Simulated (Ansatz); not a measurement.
# C$_{8}$F (distorted or defective cell): what the fields show

The calculation's input:

```
crystal:
  lattice:
    - [1.4016068366, 2.4649234226, -3.3810743151]
    - [1.4016068366, -2.4649234226, -3.3810743151]
    - [-2.8677434801, 0.0, -3.3594911937]
  atoms:
    - { symbol: C, position: [0.9166287368, 0.4166287368, 0.666628467], spin: 0.125 }
    - { symbol: C, position: [0.4166287368, 0.9166287368, 0.666628467], spin: 0.125 }
    - { symbol: C, position: [0.9166287368, 0.9166287368, 0.166628467], spin: 0.125 }
    - { symbol: C, position: [0.4166287368, 0.4166287368, 0.166628467] }
    - { symbol: C, position: [0.0833712632, 0.5833712632, 0.333371533], spin: 0.125 }
    - { symbol: C, position: [0.5833712632, 0.0833712632, 0.333371533], spin: 0.125 }
    - { symbol: C, position: [0.0833712632, 0.0833712632, 0.833371533], spin: 0.125 }
    - { symbol: C, position: [0.5833712632, 0.5833712632, 0.833371533], spin: 0.125 }
    - { symbol: F, position: [0.9270833333, 0.84375, 0.6666666667], spin: 0.125 }
  host:
    lattice:
      - [2.1346751583, -1.2324617113, -0.0107915607]
      - [2.1346751583, 1.2324617113, -0.0107915607]
      - [-1.4016068366, 0.0, 3.3810743151]
    atoms:
      - { symbol: C, position: [0.833371533, 0.833371533, 0.0001140594] }
      - { symbol: C, position: [0.166628467, 0.166628467, 0.9998859406] }
basis:
  ecutwfc: 420
  xc_grid: 2
kpoints:
  mp_grid: { grid: [4, 4, 4], shift: [0.5, 0.5, 0.5] }
hamiltonian:
  xc: pbe
  dispersion: d3bj
scf:
  occupations: { method: gaussian, width: 0.01 }
output:
  forces: true
  stress: false
  eigenvalues: true
  populations: true
  charged_corrections: { defect_position: [0.92708333, 0.84375, 0.66666667] }
  write_density: true
  write_potential: true
  elf: true
  volumetric_format: npy
magnetization:
  spin_polarized: true
relax:
  adjacent_minimum: "off"
  f_tol: 0.025
  max_steps: 45
```

Run with:

```sh
ansatz run input.yaml --threads 4 --pin off --max-ram 8192MiB --backend cpu --events-out ev --progress --plain --runs-dir out
```

The fields are those of the relaxed geometry.

The program warned that a starting moment wasn't kept; spin-polarised, but the moments vanished.

All numbers below come from Ansatz, DFT PBE+D3(BJ), scalar-relativistic, plane waves, PAW.

Core electrons are frozen (PAW), and the valence fields are smoothed inside the atomic spheres.

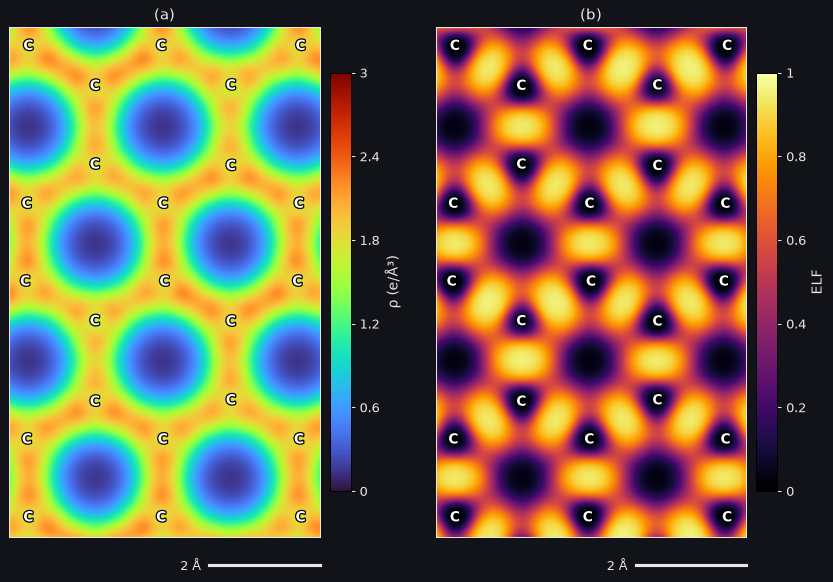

Figure 1. (a) valence pseudo-density; (b) ELF on the (111) plane of the calculation cell.

> Describe what can be read from this map.

Atoms in the plane: C. C–C (1.40 Å): the density is about 2.1 e/Å³ at the midpoint; the ELF peaks at about 0.95 between the atoms. C–C (1.46 Å): ρ is about 1.9 e/Å³ halfway; the ELF peaks at about 0.95 between the atoms. Between the atoms the lowest density in this plane is 0.15 e/Å³.

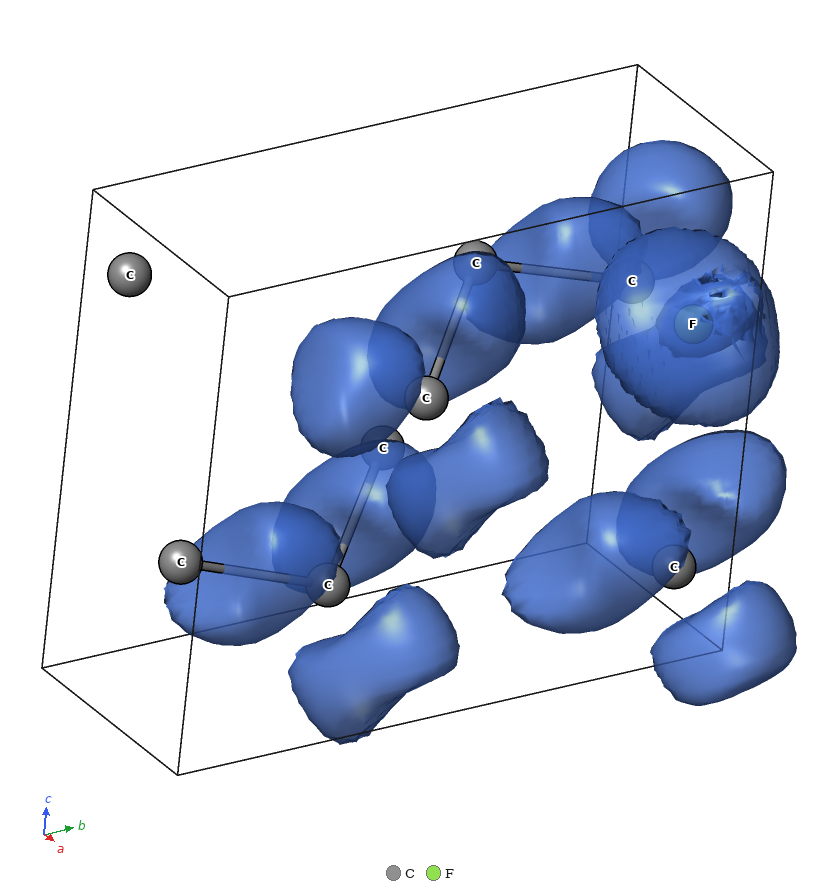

Figure 2. Isosurface of the electron localisation function at 0.7 (blue), seen slightly off an axis. Core shells and regions of very low density are left out. Sticks mark near contacts.

> What do the ELF domains correspond to?

At this value the surface marks out twelve regions between bonded C–C atoms and one region on F in which the atom's valence shell and bonds are merged, counted in one cell of 9 atoms. Any copies at cell faces, edges or corners count once. Along the contacts the grid gives the following. C–F (1.44 Å): the ELF peaks at about 0.75 between the atoms.

> Does the calculation give a band gap?

It is metallic or semimetallic at this level of theory: no gap opens.
